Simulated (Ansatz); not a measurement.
## Electronic structure of ZnF3 in real space

```cif
data_structure
_symmetry_space_group_name_H-M 'P 1'
_symmetry_Int_Tables_number 1
_cell_length_a 3.8646
_cell_length_b 6.3168
_cell_length_c 7.6988
_cell_angle_alpha 90.000
_cell_angle_beta 90.000
_cell_angle_gamma 90.000
_cell_volume 187.94
loop_
_atom_site_label
_atom_site_type_symbol
_atom_site_fract_x
_atom_site_fract_y
_atom_site_fract_z
_atom_site_occupancy
Zn1 Zn 0.00000 0.00000 0.25019 1
Zn2 Zn 0.00000 0.00000 0.74981 1
Zn3 Zn 0.00000 0.50000 0.00000 1
F1 F 0.50000 0.00000 0.25837 1
F2 F 0.00000 0.00000 0.00000 1
F3 F 0.00000 0.00000 0.50000 1
F4 F 0.00000 0.69372 0.21051 1
F5 F 0.00000 0.30628 0.21051 1
F6 F 0.50000 0.00000 0.74163 1
F7 F 0.00000 0.69372 0.78949 1
F8 F 0.00000 0.30628 0.78949 1
F9 F 0.50000 0.50000 0.00000 1
```

Space group Pmmm; a structure generated by program, which may or may not match a known phase; computed without spin polarisation.

Level of theory: DFT PBE, scalar-relativistic, plane waves, PAW in Ansatz 0.2.0.

In a PAW calculation such maps are meaningful between the atoms, not at the nuclei.

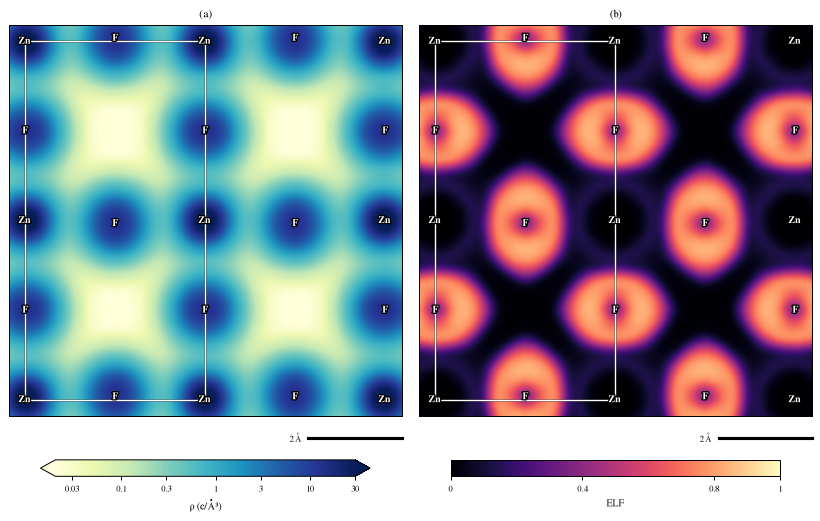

Figure 1. (a) valence charge density (pseudo); (b) ELF on the (010) plane of the conventional cell.

### Interpret the plot.

- The plane passes through Zn and F nuclei.
- Zn–F (1.92 Å): ρ is about 0.59 e/Å³ halfway; the ELF peaks at about 0.75 in the valence shell of F, 0.6 Å from its nucleus, and is about 0.20 at the midpoint: no shared electron pair shows on this line.
- Between the atoms the lowest density in this plane is 0.008 e/Å³.
- The ELF also peaks beside F, away from the bonds: lone-pair regions.

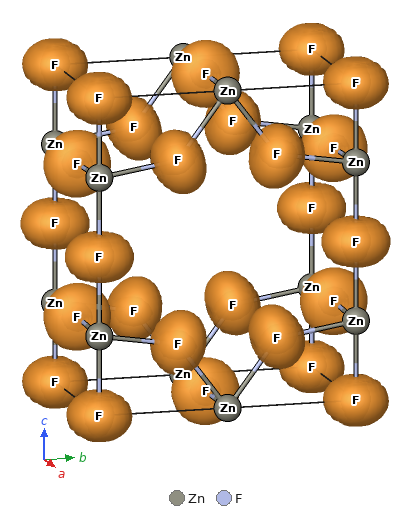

Figure 2. Isosurface of the electron localisation function at 0.75 (orange), seen slightly off an axis. Core shells and regions of very low density are left out. Sticks mark near contacts.

### Describe the localisation domains.

The surface consists of nine regions wrapped around F (the valence shell of each), counted in one cell of 12 atoms. Regions shared between cells count once. Profiles from the grid: Zn–F (2.03 Å): the ELF peaks at about 0.80 in the valence shell of F, 0.6 Å from its nucleus, and is about 0.15 at the midpoint; no shared electron pair shows on this line.

### Does the calculation give a band gap?

It is metallic or semimetallic at this level of theory: no gap opens.
